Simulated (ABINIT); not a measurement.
## Pb: workfunction calculation (part 1 of 2)

The run: workfunction calculation of Pb (slab, 5 atoms in the cell). Method and program: Kohn-Sham DFT of a periodic cell, PBE, JTH PAW PBE v2.0, no spin polarisation (ABINIT 10.8.3).

The structure derives from an entry of the Crystallography Open Database.

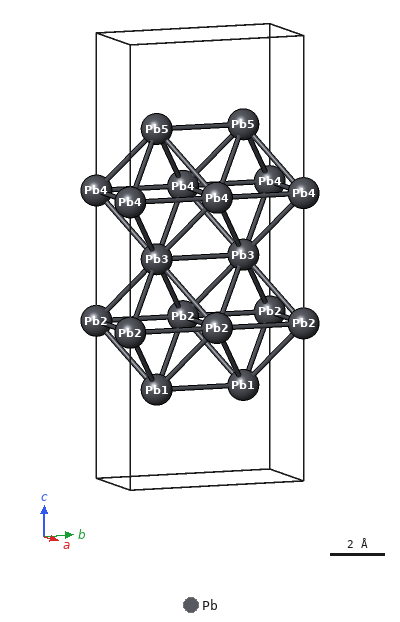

The structure as given in the input (ball-and-stick view of the 1 × 2 repeat of the cell, with the vacuum cut short, seen slightly off an axis; atoms are numbered from 1 in the order of the input). An atom can appear more than once, as a periodic image. Near neighbours in the periodic cell (some may lie outside the picture): Pb has 8 Pb at 3.49 Å; Pb has 12 Pb at 3.49 Å.

**The input**
```
# Pseudopotentials
pp_dirpath "./"
pseudos "Pb.GGA_PBE-JTH.xml"

# Structure
acell 6.6004820018 6.6004820018 47.0148741998
rprim
     1.0000000000     0.0000000000     0.0000000000
     0.0000000000     1.0000000000     0.0000000000
     0.0000000000     0.0000000000     1.0000000000
ntypat 1
znucl 82
natom 5
typat 1 1 1 1 1
xred
     0.5000000000     0.5000000000     0.3014566385
     0.0000000000     0.0000000000     0.4007283192
     0.5000000000     0.5000000000     0.5000000000
     0.0000000000     0.0000000000     0.5992716808
     0.5000000000     0.5000000000     0.6985433615
chkprim 0
chksymtnons 0
tolsym 1.0e-6

# Plane-wave basis
ecut 22.0
pawecutdg 44.0
pawxcdev 0

# k points
kptopt 1
ngkpt 8 8 1
nshiftk 1
shiftk 0.0 0.0 0.0

# Exchange and correlation
ixc 11

# Bands and occupations
nband 42
occopt 3
tsmear 0.05 eV

# SCF cycle
nstep 120
tolvrs 1.0e-9

# Output
iomode 3
prtwf 0
prteig 0
prtebands 0
enunit 1
prtvol 2
prtden 1
prtvha 1
prtvclmb 1
prtpot 1
```

Command:
```bash
mpirun --bind-to none -np 4 abinit run.abi > log 2>&1
```

**Output**
```
.Version 10.8.3 of ABINIT
 Symmetries : space group P4/m m m (#123); Bravais tP (primitive tetrag.)
================================================================================
 Values of the parameters that define the memory need of the present run
     intxc =       0    ionmov =       0      iscf =      17    lmnmax =      18
     lnmax =       6     mgfft =     200  mpssoang =       3    mqgrid =   14039
     natom =       5  nloc_mem =       2    nspden =       1   nspinor =       1
    nsppol =       1      nsym =      16    n1xccc =       1    ntypat =       1
    occopt =       3   xclevel =       2
       mpw =       10142          nfft =      180000          nkpt =          15
Pmy_natom=         2
 PAW method is used; the additional fine FFT grid is defined by:
   mgfftf=       288    nfftf =    460800
================================================================================
================================================================================

--------------------------------------------------------------------------------
------------- Echo of variables that govern the present computation ------------
--------------------------------------------------------------------------------
 -outvars: echo values of preprocessed input variables --------
            acell      6.6004820018E+00  6.6004820018E+00  4.7014874200E+01 Bohr
              amu      2.07200000E+02
          chkprim           0
      chksymtnons           0
             ecut      2.20000000E+01 Hartree
           enunit           1
              ixc          11
         kptrlatt        8    0    0      0    8    0      0    0    1
          kptrlen      5.28038560E+01
            natom           5
            nband          42
            ngfft          30      30     200
          ngfftdg          40      40     288
             nkpt          15
            nstep         120
             nsym          16
           ntypat           1
           occopt           3
        pawecutdg      4.40000000E+01 Hartree
         pawxcdev           0
        prtebands           0
           prteig           0
           prtpot           1
         prtvclmb           1
           prtvha           1
           prtvol           2
            prtwf           0
          spgroup         123
           tolsym      1.00000000E-06
           tolvrs      1.00000000E-09
           tsmear      1.83746611E-03 Hartree
            typat      1  1  1  1  1
           useylm           1
           xangst      1.7464123270E+00  1.7464123270E+00  7.4999999955E+00
                       0.0000000000E+00  0.0000000000E+00  9.9697999923E+00
                       1.7464123270E+00  1.7464123270E+00  1.2439599992E+01
                       0.0000000000E+00  0.0000000000E+00  1.4909399991E+01
                       1.7464123270E+00  1.7464123270E+00  1.7379199988E+01
            xcart      3.3002410009E+00  3.3002410009E+00  1.4172945936E+01
                       0.0000000000E+00  0.0000000000E+00  1.8840191515E+01
                       3.3002410009E+00  3.3002410009E+00  2.3507437100E+01
                       0.0000000000E+00  0.0000000000E+00  2.8174682684E+01
                       3.3002410009E+00  3.3002410009E+00  3.2841928264E+01
             xred      5.0000000000E-01  5.0000000000E-01  3.0145663850E-01
                       0.0000000000E+00  0.0000000000E+00  4.0072831920E-01
                       5.0000000000E-01  5.0000000000E-01  5.0000000000E-01
                       0.0000000000E+00  0.0000000000E+00  5.9927168080E-01
                       5.0000000000E-01  5.0000000000E-01  6.9854336150E-01
            znucl       82.00000

================================================================================

 chkinp: Checking input parameters for consistency.

================================================================================
== DATASET  1 ==================================================================

--- !DatasetInfo
iteration_state: {dtset: 1, }
dimensions: {natom: 5, nkpt: 15, mband: 42, nsppol: 1, nspinor: 1, nspden: 1, mpw: 10142, }
cutoff_energies: {ecut:  22.0, pawecutdg:  44.0, }
electrons: {nelect:   7.00000000E+01, charge:   0.00000000E+00, occopt:   3.00000000E+00, tsmear:   1.83746611E-03, }
meta: {optdriver: 0, ionmov: 0, optcell: 0, iscf: 17, paral_kgb: 0, }
...

 Exchange-correlation functional for the present dataset will be:
  GGA: Perdew-Burke-Ernzerhof functional - ixc=11
  J.P.Perdew, K.Burke, M.Ernzerhof, PRL 77, 3865 (1996)

 Real(R)+Recip(G) space primitive vectors, cartesian coordinates (Bohr,Bohr^-1):
 R(1)=  6.6004820  0.0000000  0.0000000  G(1)=  0.1515041  0.0000000  0.0000000
 R(2)=  0.0000000  6.6004820  0.0000000  G(2)=  0.0000000  0.1515041  0.0000000
 R(3)=  0.0000000  0.0000000 47.0148742  G(3)=  0.0000000  0.0000000  0.0212699
 Unit cell volume ucvol=  2.0482671E+03 bohr^3
 Angles (23,13,12)=  9.00000000E+01  9.00000000E+01  9.00000000E+01 degrees

 Coarse grid specifications (used for wave-functions):

 getcut: wavevector=  0.0000  0.0000  0.0000  ngfft=  30  30 200
         ecut(hartree)=     22.000   => boxcut(ratio)=   2.01474

 Fine grid specifications (used for densities):

 getcut: wavevector=  0.0000  0.0000  0.0000  ngfft=  40  40 288
         ecut(hartree)=     44.000   => boxcut(ratio)=   2.02952

--- Pseudopotential description ------------------------------------------------
- pspini: atom type   1  psp file is ./Pb.GGA_PBE-JTH.xml
 Pseudopotential format is: paw10
 basis_size (lnmax)=  6 (lmn_size= 18), orbitals=   0   0   1   1   2   2
 Spheres core radius: rc_sph= 2.40264019
 Shapefunction is BESSEL type: shapef(r,l)=aa(1,l)*jl(q(1,l)*r)+aa(2,l)*jl(q(2,l)*r)
 Radius for shape functions =  2.00872932
 Compensation charge density is not taken into account in XC energy/potential

   8.24074300E+03                                ecore*ucvol(ha*bohr**3)
--------------------------------------------------------------------------------

================================================================================

--- !BeginCycle
iteration_state: {dtset: 1, }
solver: {iscf: 17, nstep: 120, nline: 4, wfoptalg: 10, }
tolerances: {tolvrs: 1.00E-09, }
...

     iter   Etot(hartree)      deltaE(h)  residm     nres2
 ETOT  1  -303.48263375737    -3.035E+02 1.255E+00 2.855E+00
 ETOT  2  -305.99956113344    -2.517E+00 8.415E-02 6.591E-01
 ETOT  3  -306.00302270224    -3.462E-03 4.316E-02 2.423E-01
 ETOT  4  -306.00173100190     1.292E-03 1.740E-02 6.006E-02
 ETOT  5  -306.00121760452     5.134E-04 4.576E-03 3.082E-02
 ETOT  6  -306.00063297175     5.846E-04 4.046E-03 1.729E-02
 ETOT  7  -306.00009992741     5.330E-04 2.709E-03 6.204E-03
 ETOT  8  -305.99999569607     1.042E-04 1.974E-03 4.865E-03
 ETOT  9  -305.99982290891     1.728E-04 2.173E-03 3.280E-03
 ETOT 10  -305.99965814992     1.648E-04 1.350E-03 1.999E-03
 ETOT 11  -305.99957216615     8.598E-05 1.875E-03 1.376E-03
 ETOT 12  -305.99947853527     9.363E-05 8.188E-04 9.981E-04
 ETOT 13  -305.99942689565     5.164E-05 1.008E-03 8.113E-04
 ETOT 14  -305.99938443371     4.246E-05 7.314E-04 6.801E-04
 ETOT 15  -305.99934879024     3.564E-05 8.798E-04 5.804E-04
 ETOT 16  -305.99932514447     2.365E-05 8.889E-04 5.260E-04
 ETOT 17  -305.99928941433     3.573E-05 7.172E-04 4.425E-04
 ETOT 18  -305.99926048209     2.893E-05 1.768E-03 3.709E-04
 ETOT 19  -305.99926685449    -6.372E-06 7.276E-04 3.849E-04
 ETOT 20  -305.99926418757     2.667E-06 2.237E-03 3.767E-04
 ETOT 21  -305.99924632533     1.786E-05 8.446E-04 3.408E-04
 ETOT 22  -305.99924672727    -4.019E-07 1.889E-03 3.405E-04
 ETOT 23  -305.99924442198     2.305E-06 4.878E-04 3.345E-04
 ETOT 24  -305.99923066815     1.375E-05 9.641E-04 3.015E-04
 ETOT 25  -305.99920348555     2.718E-05 8.027E-04 2.184E-04
 ETOT 26  -305.99918696687     1.652E-05 4.679E-04 1.190E-04
 ETOT 27  -305.99919653764    -9.571E-06 1.894E-03 2.310E-05
 ETOT 28  -305.99921292114    -1.638E-05 5.593E-04 3.545E-06
 ETOT 29  -305.99922011844    -7.197E-06 2.002E-03 9.603E-07
 ETOT 30  -305.99922172880    -1.610E-06 3.817E-04 3.413E-07
 ETOT 31  -305.99922179597    -6.717E-08 9.161E-04 1.578E-07
 ETOT 32  -305.99922226240    -4.664E-07 8.644E-04 3.943E-08
 ETOT 33  -305.99922218193     8.047E-08 1.173E-03 3.571E-08
 ETOT 34  -305.99922225188    -6.996E-08 3.627E-04 1.879E-08
 ETOT 35  -305.99922213525     1.166E-07 2.977E-04 1.637E-08
 ETOT 36  -305.99922215919    -2.394E-08 3.067E-04 1.006E-08
 ETOT 37  -305.99922225086    -9.167E-08 2.850E-04 9.642E-10

 At SCF step   37       nres2   =  9.64E-10 < tolvrs=  1.00E-09 =>converged.

 Cartesian components of stress tensor (hartree/bohr^3)
  sigma(1 1)= -6.50320858E-06  sigma(3 2)=  0.00000000E+00
  sigma(2 2)= -6.50320858E-06  sigma(3 1)=  0.00000000E+00
  sigma(3 3)= -3.08789558E-05  sigma(2 1)=  0.00000000E+00

--- !ResultsGS
iteration_state: {dtset: 1, }
comment   : Summary of ground state results
lattice_vectors:
- [  6.6004820,   0.0000000,   0.0000000, ]
- [  0.0000000,   6.6004820,   0.0000000, ]
- [  0.0000000,   0.0000000,  47.0148742, ]
lattice_lengths: [   6.60048,    6.60048,   47.01487, ]
lattice_angles: [ 90.000,  90.000,  90.000, ] # degrees, (23, 13, 12)
lattice_volume:   2.0482671E+03
convergence: {deltae: -9.167E-08, res2:  9.642E-10, residm:  2.850E-04, diffor: null, }
etotal    :  -3.05999222E+02
entropy   :   0.00000000E+00
fermie    :   6.61009951E-02
cartesian_stress_tensor: # hartree/bohr^3
- [ -6.50320858E-06,   0.00000000E+00,   0.00000000E+00, ]
- [  0.00000000E+00,  -6.50320858E-06,   0.00000000E+00, ]
- [  0.00000000E+00,   0.00000000E+00,  -3.08789558E-05, ]
pressure_GPa:   4.3038E-01
xred      :
- [  5.0000E-01,   5.0000E-01,   3.0146E-01, Pb]
- [  0.0000E+00,   0.0000E+00,   4.0073E-01, Pb]
- [  5.0000E-01,   5.0000E-01,   5.0000E-01, Pb]
- [  0.0000E+00,   0.0000E+00,   5.9927E-01, Pb]
- [  5.0000E-01,   5.0000E-01,   6.9854E-01, Pb]
cartesian_forces: # hartree/bohr
- [ -1.91225042E-31,  -2.03176607E-31,   1.55761334E-03, ]
- [ -1.91225042E-31,  -2.39031303E-32,  -9.92477869E-03, ]
- [ -1.91225042E-31,  -2.39031303E-32,  -1.30104261E-19, ]
- [ -1.91225042E-31,  -2.39031303E-32,   9.92477869E-03, ]
- [  7.64900168E-31,   2.74885998E-31,  -1.55761334E-03, ]
force_length_stats: {min:   1.30104261E-19, max:   9.92477869E-03, mean:   4.59295681E-03, }
...

 Integrated electronic density in atomic spheres:
 ------------------------------------------------
 Atom  Sphere_radius  Integrated_density
    1        2.40264         11.36166632
    2        2.40264         11.38624471
    3        2.40264         11.40043153
    4        2.40264         11.38624471
    5        2.40264         11.36166632

================================================================================

 ----iterations are completed or convergence reached----

 Mean square residual over all n,k,spin=   68.190E-08; max=  28.500E-05
   0.0000  0.0000  0.0000    1  6.68185E-05 kpt; spin; max resid(k); each band:
  1.57E-11 5.02E-11 1.72E-11 3.91E-11 5.14E-11 2.30E-11 2.30E-11 4.71E-11
  4.58E-11 1.29E-11 6.23E-11 6.34E-11 1.17E-11 5.13E-11 1.58E-11 1.58E-11
  3.97E-11 5.82E-11 4.85E-11 5.99E-11 5.80E-11 5.71E-11 5.40E-11 4.20E-11
  4.18E-11 8.60E-13 2.83E-12 7.05E-12 7.27E-12 7.69E-12 4.10E-11 1.41E-09
  3.51E-09 6.99E-14 6.99E-14 1.14E-06 7.35E-13 8.23E-13 6.17E-07 6.68E-05
  4.10E-13 4.15E-13
   0.1250  0.0000  0.0000    1  2.84998E-04 kpt; spin; max resid(k); each band:
  1.47E-11 1.60E-11 5.20E-11 4.18E-11 2.61E-11 2.14E-11 5.01E-11 5.05E-11
  4.89E-11 3.32E-11 3.37E-11 5.59E-11 4.86E-11 3.90E-11 2.86E-11 5.42E-11
  3.80E-11 5.59E-11 4.79E-11 5.87E-11 5.67E-11 5.69E-11 4.30E-11 5.00E-11
  4.46E-11 8.58E-13 3.07E-12 6.69E-12 8.10E-12 7.00E-12 4.50E-11 8.31E-10
  1.10E-09 2.41E-09 3.32E-08 2.83E-08 2.35E-13 1.55E-07 1.17E-12 4.03E-06
  2.85E-04 5.33E-05
   0.2500  0.0000  0.0000    1  2.52554E-06 kpt; spin; max resid(k); each band:
  1.12E-11 2.34E-11 3.45E-11 4.64E-11 2.57E-11 1.88E-11 5.70E-11 5.65E-11
  2.50E-11 5.19E-11 5.50E-11 5.76E-11 8.08E-13 5.17E-13 2.94E-11 5.47E-11
  1.47E-11 2.40E-11 2.08E-11 6.12E-11 5.53E-11 5.53E-11 5.39E-11 5.12E-11
  4.52E-11 8.16E-13 2.99E-12 4.66E-12 7.11E-12 3.66E-12 5.24E-12 1.24E-11
  1.44E-10 8.62E-12 1.11E-09 3.41E-11 5.70E-09 2.30E-08 1.16E-13 2.53E-06
  5.88E-13 6.84E-07
   0.3750  0.0000  0.0000    1  2.50247E-07 kpt; spin; max resid(k); each band:
  4.76E-12 1.24E-11 4.80E-11 4.67E-11 1.99E-11 2.19E-11 4.70E-11 5.86E-11
  5.34E-11 5.43E-11 4.11E-11 5.83E-11 5.62E-11 5.98E-11 2.83E-11 3.49E-11
  2.07E-11 4.36E-11 5.01E-11 5.88E-11 5.47E-11 5.56E-11 3.94E-11 4.31E-11
  4.44E-11 8.39E-13 3.03E-12 4.51E-12 5.21E-12 2.23E-12 3.87E-12 2.22E-12
  6.41E-12 3.70E-12 2.16E-11 5.60E-12 2.67E-10 1.77E-09 2.67E-08 1.38E-13
  2.50E-07 1.58E-07
   0.5000  0.0000  0.0000    1  3.58149E-06 kpt; spin; max resid(k); each band:
  5.55E-13 8.93E-12 1.79E-11 2.44E-11 2.88E-11 4.72E-13 2.13E-12 3.66E-11
  2.01E-11 4.50E-11 2.28E-11 2.48E-11 5.88E-11 5.00E-11 2.26E-11 2.45E-11
  2.29E-11 5.69E-11 4.90E-11 1.71E-11 4.97E-11 2.68E-11 1.80E-11 3.87E-11
  1.54E-11 8.59E-13 2.76E-13 3.86E-13 6.03E-12 4.80E-12 1.74E-12 3.20E-12
  4.32E-12 7.30E-12 7.02E-12 2.01E-11 9.36E-12 7.40E-11 2.62E-09 1.01E-08
  4.59E-07 3.58E-06
   0.1250  0.1250  0.0000    1  2.05448E-06 kpt; spin; max resid(k); each band:
  1.38E-11 1.46E-11 3.95E-11 3.53E-11 4.56E-11 1.72E-11 4.38E-11 3.29E-11
  5.22E-11 5.22E-11 2.32E-11 6.04E-11 4.43E-11 3.68E-11 2.32E-11 4.76E-11
  5.44E-11 4.79E-11 4.46E-11 5.21E-11 5.28E-11 4.25E-11 5.76E-11 5.18E-11
  4.17E-11 7.99E-13 3.20E-12 4.76E-12 8.21E-12 4.57E-12 5.32E-11 2.70E-10
  2.37E-10 2.17E-13 3.15E-09 1.09E-08 6.42E-13 2.50E-12 4.75E-08 1.38E-07
  2.05E-06 2.94E-11
   0.2500  0.1250  0.0000    1  8.02921E-08 kpt; spin; max resid(k); each band:
  1.08E-11 2.15E-11 1.75E-11 2.05E-11 5.64E-11 4.68E-11 2.37E-11 4.83E-11
  4.80E-11 5.20E-11 5.42E-11 5.38E-11 3.51E-11 3.03E-11 5.16E-12 5.18E-11
  4.91E-11 3.18E-11 2.86E-11 5.79E-11 5.67E-11 5.49E-11 5.09E-11 5.12E-11
  4.23E-11 8.36E-13 3.14E-12 4.79E-12 7.35E-12 3.28E-12 2.55E-12 1.01E-11
  2.04E-10 2.10E-12 9.99E-11 5.82E-12 1.26E-09 2.75E-09 1.92E-09 1.91E-08
  8.03E-08 1.46E-08
   0.3750  0.1250  0.0000    1  8.49586E-08 kpt; spin; max resid(k); each band:
  1.49E-11 6.34E-12 2.66E-11 2.09E-11 4.04E-11 5.35E-11 4.20E-11 4.67E-11
  2.16E-11 5.09E-11 6.16E-11 5.53E-11 4.87E-11 4.61E-11 4.60E-11 3.52E-11
  3.51E-11 5.31E-11 5.53E-11 5.39E-11 4.80E-11 5.01E-11 5.19E-11 4.46E-11
  3.83E-11 8.15E-13 2.91E-12 4.16E-12 5.05E-12 1.84E-12 3.82E-12 1.67E-12
  5.78E-12 3.33E-12 5.06E-12 1.90E-11 8.94E-11 5.73E-10 4.21E-09 5.27E-11
  1.78E-09 8.50E-08
   0.5000  0.1250  0.0000    1  9.79436E-09 kpt; spin; max resid(k); each band:
```
